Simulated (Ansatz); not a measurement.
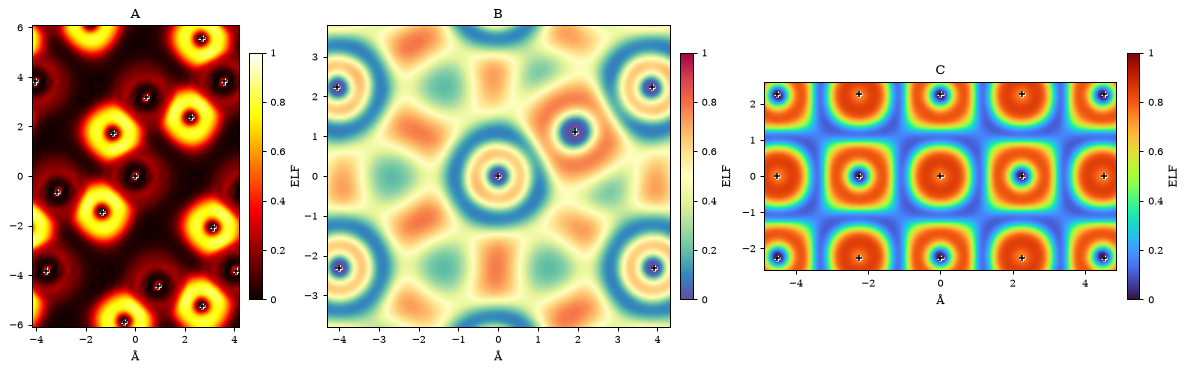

The electron localisation function of 3 systems, each on a plane through atoms (crosses mark nuclei in the plane).

These are results of DFT PBE, scalar-relativistic, plane waves, PAW (Ansatz), not measurements.

System 1: HfN, the (001) plane of the conventional cell. Space group Fm-3m; computed pressure about 5 GPa in this cell; computed without spin polarisation.

System 2: Ti₁₈B (cell with a defect), the (111) plane of the calculation cell. Computed without spin polarisation.

```
Ti B
1.0
     2.28977   -3.96599    5.66435
     2.28977    3.96599    5.66435
    -4.57954    0.00000    5.66435
Ti B
18 1
Cartesian
  0.0340 -0.0684 5.6598
  0.0160 -0.0372 8.4908
  0.0062 -0.0202 11.3355
  -0.0037 -0.0031 14.1800
  2.2679 -3.9379 5.6827
  0.0062 -0.0200 2.8390
  2.4138 -1.2794 7.1817
  2.3092 -1.3867 9.9572
  0.0111 2.5750 7.1075
  -0.0338 2.6527 9.8992
  -2.3156 -1.3083 7.0496
  -2.1705 -1.2711 9.8249
  -2.2440 1.2729 7.1076
  -2.2889 1.3508 9.8993
  2.2824 1.3467 7.0495
  2.1779 1.2393 9.8249
  -0.1070 -2.7349 7.1818
  0.0379 -2.6980 9.9572
  1.1510 -2.0031 5.6711
```

System 3: GaN, the (11̄0) plane of the calculation cell. Space group P6₃mc; a structure from a database of computed crystals, not necessarily the ambient phase.

```cif
data_structure
_symmetry_space_group_name_H-M 'P 1'
_symmetry_Int_Tables_number 1
_cell_length_a 7.6527
_cell_length_b 7.6527
_cell_length_c 7.6527
_cell_angle_alpha 78.222
_cell_angle_beta 78.222
_cell_angle_gamma 78.222
_cell_volume 423.29
loop_
_atom_site_label
_atom_site_type_symbol
_atom_site_fract_x
_atom_site_fract_y
_atom_site_fract_z
_atom_site_occupancy
Ga1 Ga 0.94473 0.27807 0.27807 1
Ga2 Ga 0.27807 0.94473 0.27807 1
Ga3 Ga 0.94473 0.61140 0.94473 1
Ga4 Ga 0.61140 0.61140 0.27807 1
Ga5 Ga 0.27807 0.27807 0.94473 1
Ga6 Ga 0.94473 0.94473 0.61140 1
Ga7 Ga 0.61140 0.94473 0.94473 1
Ga8 Ga 0.27807 0.61140 0.61140 1
Ga9 Ga 0.61140 0.27807 0.61140 1
Ga10 Ga 0.88918 0.88918 0.22251 1
Ga11 Ga 0.22251 0.55584 0.22251 1
Ga12 Ga 0.88918 0.22251 0.88918 1
Ga13 Ga 0.55584 0.22251 0.22251 1
Ga14 Ga 0.22251 0.88918 0.88918 1
Ga15 Ga 0.88918 0.55584 0.55584 1
Ga16 Ga 0.55584 0.55584 0.88918 1
Ga17 Ga 0.22251 0.22251 0.55584 1
Ga18 Ga 0.55584 0.88918 0.55584 1
N1 N 0.81916 0.15249 0.15249 1
N2 N 0.15249 0.81916 0.15249 1
N3 N 0.81916 0.48582 0.81916 1
N4 N 0.48582 0.48582 0.15249 1
N5 N 0.15249 0.15249 0.81916 1
N6 N 0.81916 0.81916 0.48582 1
N7 N 0.48582 0.81916 0.81916 1
N8 N 0.15249 0.48582 0.48582 1
N9 N 0.48582 0.15249 0.48582 1
N10 N 0.09693 0.09693 0.43027 1
N11 N 0.43027 0.76360 0.43027 1
N12 N 0.09693 0.43027 0.09693 1
N13 N 0.76360 0.43027 0.43027 1
N14 N 0.43027 0.09693 0.09693 1
N15 N 0.09693 0.76360 0.76360 1
N16 N 0.76360 0.76360 0.09693 1
N17 N 0.43027 0.43027 0.76360 1
N18 N 0.76360 0.09693 0.76360 1
```

Which map belongs to which system?

Panel A is system 3, GaN: the plane holds Ga and N. Ga–N (1.98 Å): the ELF peaks at about 0.85 in the valence shell of N, 0.7 Å from its nucleus, and is about 0.50 at the midpoint. Panel B is system 2, Ti₁₈B: the plane holds Ti and B. Ti–B (2.23 Å): the ELF peaks at about 0.70 in the valence shell of B, 0.8 Å from its nucleus, and is about 0.25 at the midpoint. Panel C is system 1, HfN: the plane holds Hf and N. Hf–N (2.26 Å): the ELF peaks at about 0.80 in the valence shell of N, 0.6 Å from its nucleus, and drops to about 0.15 between the two atoms (no localised pair shows between them).
